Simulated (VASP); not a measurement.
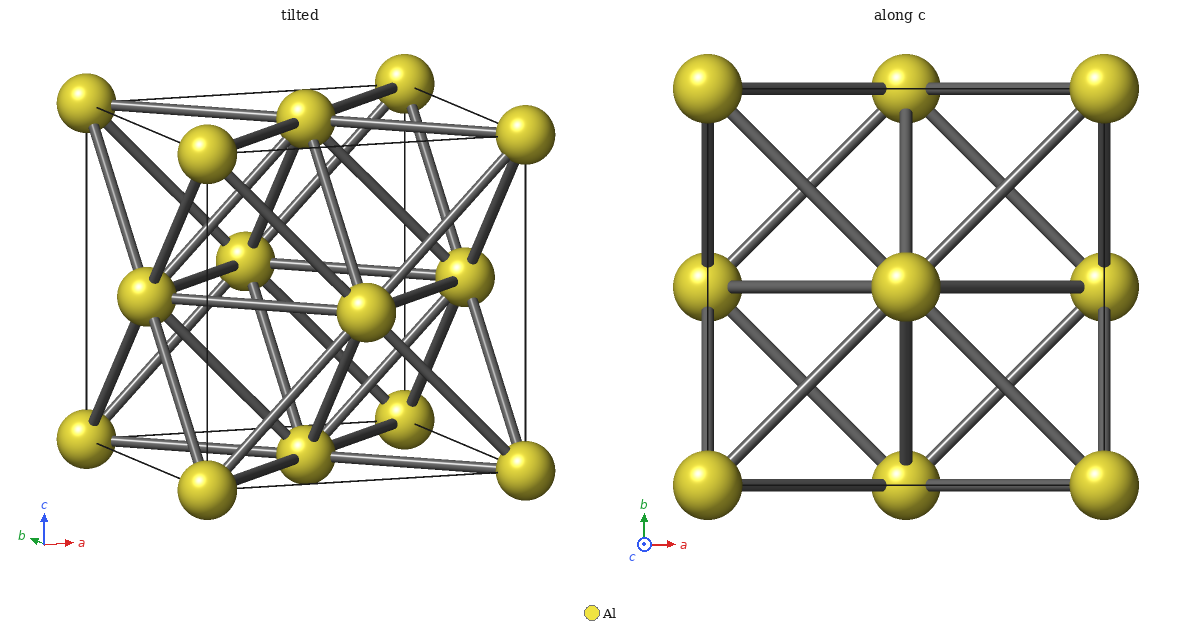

Al, face-centred cubic (Cu type), space group Fm-3m (No. 225), a = 4.040 Å, b = 4.040 Å, c = 4.040 Å, α = 90.00°, β = 90.00°, γ = 90.00°. This ball-and-stick model is shown slightly off an axis and along the c axis. Thin lines show the conventional unit cell, with boundary atoms drawn in all their periodic places. This one geometry was run with four functionals. The cell is a cell made by a generator, which needn't be a real form of the compound.

Alike in all runs: VASP 6.6.1; cutoff 400 eV; k mesh 6 × 6 × 6 on the run's cell of 32 atoms; occupations fermi-dirac, width 0.05 eV; no spin polarisation; no spin-orbit coupling. LDA runs use LDA potentials, the others PBE ones. All runs are metallic.

| level | pressure (GPa) |
| --- | --- |
| PBEsol | -1.5 |
| PBE | ? |
| r2SCAN | -3.4 |
| LDA | -3.2 |

What does PBE give?

Pressure -0.1 GPa. That is the highest pressure of all.

Order the levels by the equilibrium volume that these pressures point to, smallest first.

r2SCAN (-3.4 GPa), LDA (-3.2 GPa), PBEsol (-1.5 GPa), PBE (-0.1 GPa). A higher pressure at one volume points to a larger equilibrium volume, as long as the bulk moduli are alike; rows a few tenths of a GPa apart can't be told apart.

Caveat: rows whose functional differs from that of their potentials carry a shift in pressure and volume, which can reorder them.
